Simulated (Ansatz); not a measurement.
## Al$_{2}$O$_{3}$: geometry relaxation (part 2 of 2)

The same run, continued: Al$_{2}$O$_{3}$ (R-3c, 10 atoms in the cell); DFT PBE, scalar-relativistic, plane waves, PAW, no spin polarisation (Ansatz 0.2.0); cutoff 420 eV, 6×6×6 k-mesh, fixed occupations. The structure derives from an entry of the Crystallography Open Database.

Geometry of the input (Å; fractional positions):
```
2.4044  1.3882  4.3745
-2.4044  1.3882  4.3745
0.0000  -2.7763  4.3745
Al 0.3521  0.3521  0.3521
Al 0.1479  0.1479  0.1479
Al 0.6479  0.6479  0.6479
Al 0.8521  0.8521  0.8521
O  0.5562  0.9438  0.2500
O  0.2500  0.5562  0.9438
O  0.9438  0.2500  0.5562
O  0.4438  0.0562  0.7500
O  0.7500  0.4438  0.0562
O  0.0562  0.7500  0.4438
```

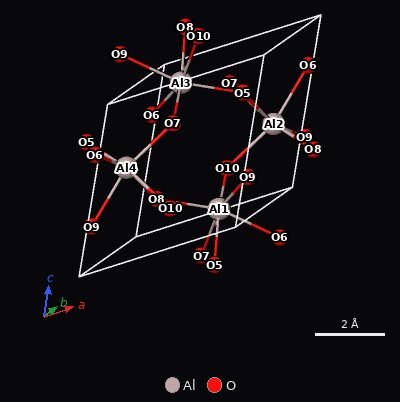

Fig. 1: The geometry at step 3 of the log (ball-and-stick view of the reduced cell, seen slightly off an axis; bonded neighbours outside the cell are drawn too; atoms are numbered from 1 in the order of the input).

## Output, continued
```
SCF iter   1: F=—  HF=-5569.608827 eV  |F-HF|=—  |Δ(HF+E_count)|=         —  Δρ=7.86e-7  dr2=3.17e-10  ethr=2.27e-8  ⟨swp⟩=3.0  Hψ=7200  notcnv=0  defer=250
eigensolver tolerance schedule: the retry pair's looser diagonalisation over-reported the residual by 34308.82 of it (diagonalisation noise at 0.33 of the residual, at the tolerance the schedule requests for it); recorded, not acted on — ethr = c·dr2/N_el stays at c = 1.0e-1
SCF iter   2: F=—  HF=-5569.608859 eV  |F-HF|=—  |Δ(HF+E_count)|=   3.22e-5  Δρ=5.79e-7  dr2=1.59e-10  ethr=1.00e-12  ⟨swp⟩=3.0  Hψ=2349  notcnv=0  defer=238
SCF iter   3: F=—  HF=-5569.608859 eV  |F-HF|=—  |Δ(HF+E_count)|=  1.82e-12  Δρ=3.36e-7  dr2=5.15e-11  ethr=1.00e-12  ⟨swp⟩=1.0  Hψ=957  notcnv=0  defer=238
SCF iter   4: F=—  HF=-5569.608859 eV  |F-HF|=—  |Δ(HF+E_count)|=  3.73e-11  Δρ=8.80e-8  dr2=5.04e-12  ethr=1.00e-12  ⟨swp⟩=1.0  Hψ=957  notcnv=0  defer=238
SCF iter   5: F=-5569.608859 eV  HF=-5569.608859 eV  |F-HF|=9.09e-13  |Δ(HF+E_count)|=  5.46e-12  Δρ=1.56e-8  dr2=1.36e-13  ethr=1.00e-12  ⟨swp⟩=14.6  Hψ=7150  notcnv=0
SCF 5 converged in 5 iterations: F = -5569.608859 eV  dr2 = 1.36e-13
  greatest PAW one-centre occupation: 0.858 electrons in one spin orbital (limit 2), on the O atom at site 8 (counted from 0), in its partial waves of l = 0
relax step   5: F+E_penalty+E_count = -5569.60885896 eV  Δ(F+E_penalty+E_count) = -1.374e-5 eV  max|allowed force component| = 3.114e-4 eV/Å  Δτ_max = 0.0000 Å  P = -0.000 GPa  Ω = 87.609 Å³  stress off target by 1.25e-3 GPa  SCF on the basis re-selected at this cell (its energy is not comparable with the rows above)  (5 SCF iters)
basis re-selected at this cell: Δ(F+E_penalty+E_count) = -1.374e-5 eV, ΔP = +0.000 GPa vs the last step (what re-selecting the basis moved, of the pressure what is left beyond the Pulay correction that the steps carried, after the strain that the cell walked since its last selection, with what the two solves' SCF thresholds leave and, on support functions, any second-order correction that the steps lacked; it is no measure of the basis error at this ecutwfc). This SCF's stress stands 1.25e-3 GPa from its target on what of the cell is left free (relax.cell.stress_tol is 1.00e-2 GPa) and its largest allowed force component is 3.11e-4 eV/Å (relax.f_tol is 1.00e-3 eV/Å): within both
SCF converged after 5 iterations
Free energy (F): -5569.608859 eV
Harris-Foulkes:  -5569.608859 eV  (|F-HF|=9.09e-13)
Internal energy: -5569.608859 eV  (E = F + TS)
E sigma→0 (E₀):  -5569.608859 eV
Fermi energy:    7.359064 eV
--- Per-component energies (eV) ---
  E_band       = 52.923835
  E_kinetic    = 1178.327852
  E_local      = -2008.503613  (includes V_loc(G=0)·N_el)
  E_nonlocal   = 323.389108
  E_hartree    = 743.826298
  E_xc         = -612.289871
  E_vxc        = -695.386880  (∫ρ·V_xc dr)
  E_paw        = -2820.978425  (= ΣΔE_a)
  E_vpaw       = -232.570385  (= ΣTr[D̂ρ^β])
  E_aug_tail   = 0.015143  (compensation charges beyond the density's cutoff)
  E_ewald      = -2373.395351
  E_smearing   = -0.000000  (= −TS)
  E_closure    = 0.000000  (closes the sum)
  Σ components = -5569.608859   (vs F -5569.608859, Δ=0.00e0)
--- Forces (eV/Å), atoms counted from 1 ---
  atom   1  Al     0.00000000    -0.00000000     0.00031139
  atom   2  Al     0.00000000     0.00000000    -0.00031139
  atom   3  Al    -0.00000000     0.00000000    -0.00031139
  atom   4  Al    -0.00000000    -0.00000000     0.00031139
  atom   5  O      0.00000681     0.00000000     0.00000000
  atom   6  O     -0.00000341     0.00000590     0.00000000
  atom   7  O     -0.00000341    -0.00000590    -0.00000000
  atom   8  O     -0.00000681    -0.00000000    -0.00000000
  atom   9  O      0.00000341    -0.00000590    -0.00000000
  atom  10  O      0.00000341     0.00000590     0.00000000
  max |Σ_I F_I| component: 5.78e-18 eV/Å
--- Stress (GPa, compression-positive) ---
       -0.000921       0.000000      -0.000000
        0.000000      -0.000921      -0.000000
       -0.000000      -0.000000       0.001247
  P = ⅓ Tr σ = -0.0002 GPa (-0.002 kbar)
--- Band table (eV; the first three rows and the last of 32) ---
  k-point 0: bands = ["-11.6326", "-9.4206", "-9.1592", "-9.1592", "-8.8578", "-8.8578", "0.6274", "1.5887", "1.9868", "1.9868", "3.0752", "3.2036", "3.2036", "4.1843", "4.4726", "5.9879", "5.9879", "6.1261", "6.1261", "6.8989", "6.8989", "7.3281", "7.3281", "7.3591", "13.2088", "16.2819", "17.7494", "18.6444", "18.6444", "18.7954", "19.5276", "19.5276", "19.6178", "20.5157"]
  k-point 1: bands = ["-11.4954", "-9.4899", "-9.2346", "-9.1849", "-8.9221", "-8.8676", "0.7757", "1.3613", "1.8040", "2.5521", "2.5806", "3.1415", "4.0394", "4.7111", "4.7525", "5.5178", "5.8843", "6.0215", "6.1884", "6.5206", "6.7154", "7.0333", "7.2918", "7.3164", "13.8444", "16.7756", "17.3536", "18.3183", "18.3413", "18.6506", "19.6315", "19.7571", "20.0594", "20.0731"]
  k-point 2: bands = ["-11.1061", "-9.9226", "-9.2104", "-9.1829", "-9.0578", "-8.9283", "0.9633", "1.4106", "1.6312", "2.4466", "3.2053", "3.6550", "4.4098", "5.0374", "5.1482", "5.2532", "5.5717", "5.7019", "5.9656", "6.0421", "6.5576", "6.8431", "7.1531", "7.1913", "15.1612", "16.8812", "17.2566", "17.5568", "18.0589", "18.6017", "19.4256", "19.5896", "20.0528", "20.6169"]
  k-point 31: bands = ["-10.6805", "-10.6805", "-9.0261", "-9.0261", "-9.0261", "-9.0261", "1.9033", "1.9033", "3.0675", "3.0675", "3.0675", "3.0675", "3.3631", "3.3631", "5.1865", "5.1865", "5.4423", "5.4423", "5.4423", "5.4423", "7.0071", "7.0071", "7.0071", "7.0071", "15.7154", "15.7154", "18.2285", "18.2285", "19.4498", "19.4498", "19.8422", "19.8422", "19.8422", "19.8422"]
--- Relaxed structure (3 steps of the walk, 3 accepted, 2 SCFs on fresh bases) ---
  F+E_penalty+E_count = -5569.60885896 eV   max|allowed force component| = 3.114e-4 eV/Å   (the final SCF, on the basis selected at the relaxed cell)
  cell:  # Å, volume = 87.6092 Å³
    - [2.40441094571609, 1.3881873066991433, 4.374633590897165]
    - [-2.40441094571609, 1.3881873066991433, 4.374633590897165]
    - [4.236368425920581e-34, -2.7763746135558574, 4.374633590847164]
  atoms:
    - { symbol: Al, position: [0.352146361740196, 0.352146361740196, 0.3521463617401959] }
    - { symbol: Al, position: [0.1478536382598041, 0.1478536382598041, 0.14785363825980408] }
    - { symbol: Al, position: [0.6478536382598042, 0.6478536382598042, 0.6478536382598041] }
    - { symbol: Al, position: [0.8521463617401961, 0.8521463617401961, 0.852146361740196] }
    - { symbol: O, position: [0.5561751657410906, 0.9438248342589098, 0.25000000000000006] }
    - { symbol: O, position: [0.2500000000000001, 0.5561751657410905, 0.9438248342589097] }
    - { symbol: O, position: [0.9438248342589097, 0.2500000000000001, 0.5561751657410906] }
    - { symbol: O, position: [0.44382483425890973, 0.05617516574109044, 0.7500000000000001] }
    - { symbol: O, position: [0.7500000000000002, 0.44382483425890973, 0.05617516574109038] }
    - { symbol: O, position: [0.056175165741090494, 0.7500000000000001, 0.4438248342589097] }
```

## Trajectory as extended XYZ (Å, eV, eV/Å), 5 frames, from step=1 to step=5
```
10
Lattice="2.4044 1.3882 4.3745 -2.4044 1.3882 4.3745 0.0000 -2.7763 4.3745" Properties=species:S:1:pos:R:3:forces:R:3 step=1 energy=-5569.60887 pressure_GPa=0.02
Al    0.0000    0.0000    4.6214    0.0000   0.0000   0.0006
Al    0.0000    0.0000    1.9404    0.0000   0.0000  -0.0006
Al    0.0000    0.0000    8.5021    0.0000   0.0000  -0.0006
Al    0.0000    0.0000   11.1831    0.0000   0.0000   0.0006
O    -0.9321    1.3882    7.6554    0.0005   0.0000   0.0000
O    -0.7361   -1.5013    7.6554   -0.0002   0.0004   0.0000
O     1.6682    0.1131    7.6554   -0.0002  -0.0004   0.0000
O     0.9321   -1.3882    5.4681   -0.0005   0.0000   0.0000
O     0.7361    1.5013    5.4681    0.0002  -0.0004   0.0000
O    -1.6682   -0.1131    5.4681    0.0002   0.0004   0.0000
10
Lattice="2.4044 1.3882 4.3746 -2.4044 1.3882 4.3746 0.0000 -2.7763 4.3746" Properties=species:S:1:pos:R:3:forces:R:3 step=2 energy=-5569.60885 pressure_GPa=0.01
Al    0.0000    0.0000    4.6215    0.0000   0.0000   0.0005
Al    0.0000    0.0000    1.9404    0.0000   0.0000  -0.0005
Al    0.0000    0.0000    8.5023    0.0000   0.0000  -0.0005
Al    0.0000    0.0000   11.1833    0.0000   0.0000   0.0005
O    -0.9321    1.3882    7.6555    0.0003   0.0000   0.0000
O    -0.7362   -1.5013    7.6555   -0.0002   0.0003   0.0000
O     1.6682    0.1131    7.6555   -0.0002  -0.0003   0.0000
O     0.9321   -1.3882    5.4682   -0.0003   0.0000   0.0000
O     0.7362    1.5013    5.4682    0.0002  -0.0003   0.0000
O    -1.6682   -0.1131    5.4682    0.0002   0.0003   0.0000
10
Lattice="2.4044 1.3882 4.3746 -2.4044 1.3882 4.3746 0.0000 -2.7763 4.3746" Properties=species:S:1:pos:R:3:forces:R:3 step=3 energy=-5569.60887 pressure_GPa=0.01
Al    0.0000    0.0000    4.6215    0.0000   0.0000   0.0005
Al    0.0000    0.0000    1.9404    0.0000   0.0000  -0.0005
Al    0.0000    0.0000    8.5023    0.0000   0.0000  -0.0005
Al    0.0000    0.0000   11.1833    0.0000   0.0000   0.0005
O    -0.9321    1.3882    7.6555    0.0003   0.0000   0.0000
O    -0.7362   -1.5013    7.6555   -0.0002   0.0003   0.0000
O     1.6682    0.1131    7.6555   -0.0002  -0.0003   0.0000
O     0.9321   -1.3882    5.4682   -0.0003   0.0000   0.0000
O     0.7362    1.5013    5.4682    0.0002  -0.0003   0.0000
O    -1.6682   -0.1131    5.4682    0.0002   0.0003   0.0000
10
Lattice="2.4044 1.3882 4.3746 -2.4044 1.3882 4.3746 0.0000 -2.7764 4.3746" Properties=species:S:1:pos:R:3:forces:R:3 step=4 energy=-5569.60884 pressure_GPa=-0.00
Al    0.0000    0.0000    4.6215    0.0000   0.0000   0.0003
Al    0.0000    0.0000    1.9404    0.0000   0.0000  -0.0003
Al    0.0000    0.0000    8.5024    0.0000   0.0000  -0.0003
Al    0.0000    0.0000   11.1835    0.0000   0.0000   0.0003
O    -0.9321    1.3882    7.6556    0.0000   0.0000   0.0000
O    -0.7362   -1.5013    7.6556    0.0000   0.0000   0.0000
O     1.6682    0.1131    7.6556    0.0000   0.0000   0.0000
O     0.9321   -1.3882    5.4683    0.0000   0.0000   0.0000
O     0.7362    1.5013    5.4683    0.0000   0.0000   0.0000
O    -1.6682   -0.1131    5.4683    0.0000   0.0000   0.0000
10
Lattice="2.4044 1.3882 4.3746 -2.4044 1.3882 4.3746 0.0000 -2.7764 4.3746" Properties=species:S:1:pos:R:3:forces:R:3 step=5 energy=-5569.60886 pressure_GPa=-0.00
Al    0.0000    0.0000    4.6215    0.0000   0.0000   0.0003
Al    0.0000    0.0000    1.9404    0.0000   0.0000  -0.0003
Al    0.0000    0.0000    8.5024    0.0000   0.0000  -0.0003
Al    0.0000    0.0000   11.1835    0.0000   0.0000   0.0003
O    -0.9321    1.3882    7.6556    0.0000   0.0000   0.0000
O    -0.7362   -1.5013    7.6556    0.0000   0.0000   0.0000
O     1.6682    0.1131    7.6556    0.0000   0.0000   0.0000
O     0.9321   -1.3882    5.4683    0.0000   0.0000   0.0000
O     0.7362    1.5013    5.4683    0.0000   0.0000   0.0000
O    -1.6682   -0.1131    5.4683    0.0000   0.0000   0.0000
```

## Key numbers

| quantity | value |
| --- | --- |
| outcome | converged |
| space group (tolerance 0.01 Å) | R-3c (167) |
| electrons treated | 48 |
| free energy | −5569.6089 eV |
| Fermi energy | 7.359 eV |
| gap on the k-point mesh | 5.85 eV |
| pressure | 0.00 GPa |
| final volume | 87.61 Å³ |
| largest force (length of the vector) at the end | under 0.001 eV/Å |
| final cell | a = 5.181 Å, b = 5.181 Å, c = 5.181 Å, α = 55.30°, β = 55.30°, γ = 55.30° |
| hardware | 2 threads of Intel Xeon (Sapphire Rapids), 192 GiB of memory available, shared host |
| wall time | 18 s (CPU time 33 s) |
| peak memory | 0.45 GiB |
